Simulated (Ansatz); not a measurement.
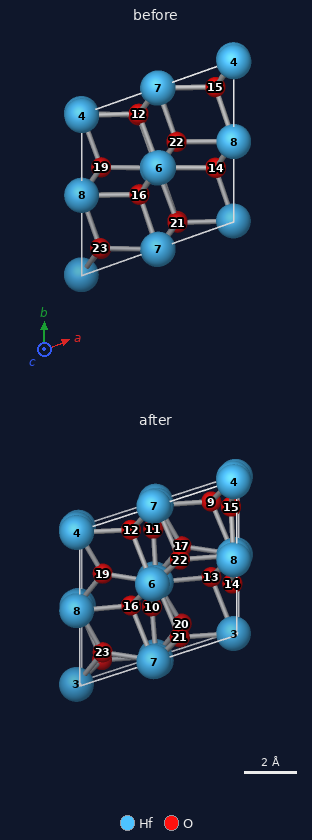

The structure of solid Hf8O15 (a generated structure, set up in P1) (coarse preliminary run) before (top) and after (bottom) a relaxation, at one scale.

A ball-and-stick model of the cell of the calculation, reduced to other axes, seen along the c axis. Lengths and directions refer to the drawn axes.

Case: 1 of 16 O atoms taken out at random.

The calculation used DFT PBE, scalar-relativistic, plane waves, PAW (Ansatz 0.2.0). Set-up: plane-wave cutoff 420 eV; k-point mesh 2 × 2 × 2; occupations gaussian; smearing width 0.1 eV; mesh shifted by (0.5, 0.5, 0.5); no spin polarisation; cell and atoms relaxed; force threshold 0.04 eV/Å; at most 50 steps.

Summarise the run.

Answer. After 17 accepted moves (22 points after the start) the energy has fallen by 1.225 eV per cell of the calculation. The largest force component goes from 0.86 to 0.0054 eV/Å. Pressure: −0.90 GPa at the start and 0.00 GPa at the end. The line search rejected the trial steps at points 8, 13 of the run. At 3 points the geometry stayed and the basis and grid were re-selected for the new cell (energy shift of 63.2 meV per cell of the calculation at most each time). The atom that moves furthest relative to the cell is an O atom (0.55 Å roughly along [2 −1 0]). Largest moves by element: O 0.55 Å, Hf 0.30 Å. Cell: a 7.209 → 7.299 Å (+1.2 %), b 7.209 → 6.941 Å (−3.7 %), c 7.209 → 7.303 Å (+1.3 %), α 60.0° → 61.6°, β 60.0° → 62.1°, γ 60.0° → 61.6°. Volume +2.7 %. Some distances before and after: Hf–O 2.217 → 3.094 Å, Hf–O 2.202 → 2.987 Å, Hf–O 2.222 → 2.987 Å, Hf–O 2.239 → 2.908 Å. Bonds break, among them: Hf–O (2.20 → 2.97 Å), Hf–O (2.20 → 2.99 Å), Hf–O (2.21 → 2.99 Å), Hf–O (2.22 → 2.99 Å). Bond angles that change, for instance: O–Hf–O 179.2° → 153.1°, O–Hf–O 111.7° → 87.3°, O–Hf–O 179.2° → 155.1°. The space group (tolerance 0.01 Å) goes from P1 (No. 1) to Cm (No. 8).
